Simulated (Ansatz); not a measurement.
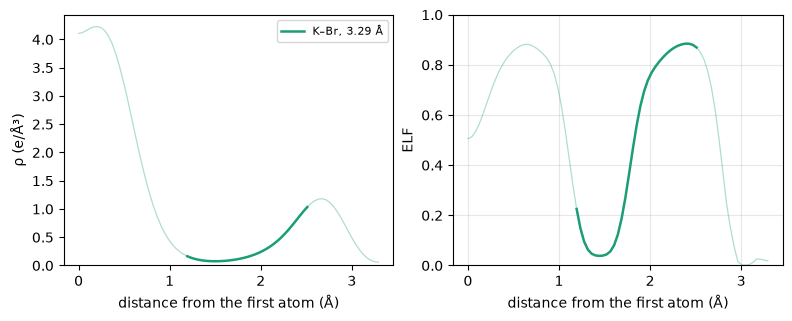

*KBr. Valence charge density (pseudo) and ELF along straight lines between neighbouring atoms. Thin, pale parts lie inside the atomic spheres.*

Space group Immm; changed on purpose from its base cell (strain +0.0375 x Voigt [0, 0, 0, 1, 0, 0], atoms carried along).

Theory: DFT PBE, scalar-relativistic, plane waves, PAW in Ansatz.

The density is the valence pseudo-density of a PAW calculation; it isn't the true density close to the nuclei.

> What kind of bonding do the profiles show?

K–Br (3.29 Å): ρ at the midpoint is about 0.09 e/Å³, with its minimum of 0.08 e/Å³ about 1.5 Å from K; the ELF is about 0.10 at the midpoint; a closed-shell, largely ionic contact.
